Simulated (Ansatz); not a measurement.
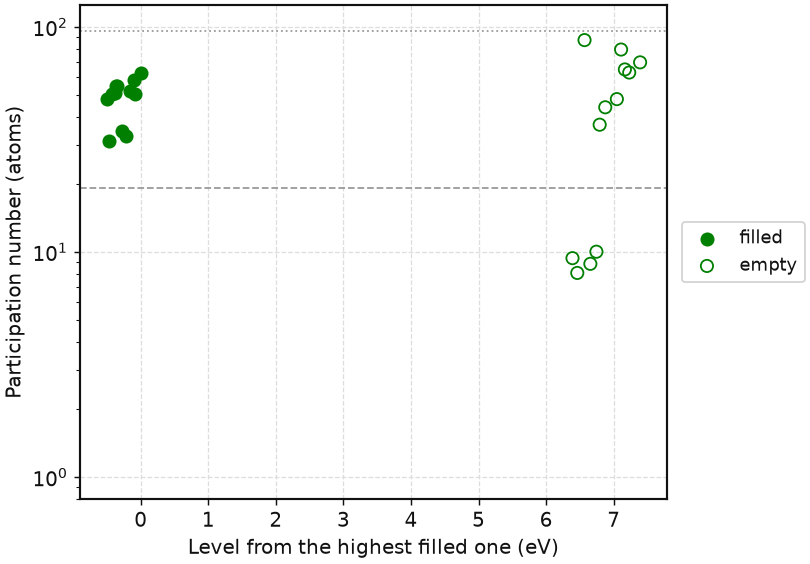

Levels near the gap of a 96-atom cell against the number of atoms over which each spreads (dotted: all atoms; dashed: a fifth of them). Host AlN with Sc on a site of Al.

The material is Al$_{47}$N$_{48}$Sc (defect cell), 96 atoms in the cell.

Computed with Ansatz 0.2.0: DFT, HSE06, PAW, plane waves, one k point, (0.25, 0.25, 0.25).

### Which of these levels are localised (under the dashed line)?

4 of the 24 levels shown spread over less than a fifth of the cell: 6.39 eV (empty, over about 9 atoms, mostly N), 6.46 eV (empty, over about 8 atoms, mostly N), 6.65 eV (empty, over about 9 atoms, mostly N) and 6.74 eV (empty, over about 10 atoms, mostly N).

### How far apart are the highest filled and the lowest empty level?

The lowest empty level lies 6.39 eV above the highest filled one.

One k point in a finite cell, so levels carry errors of tenths of an eV.
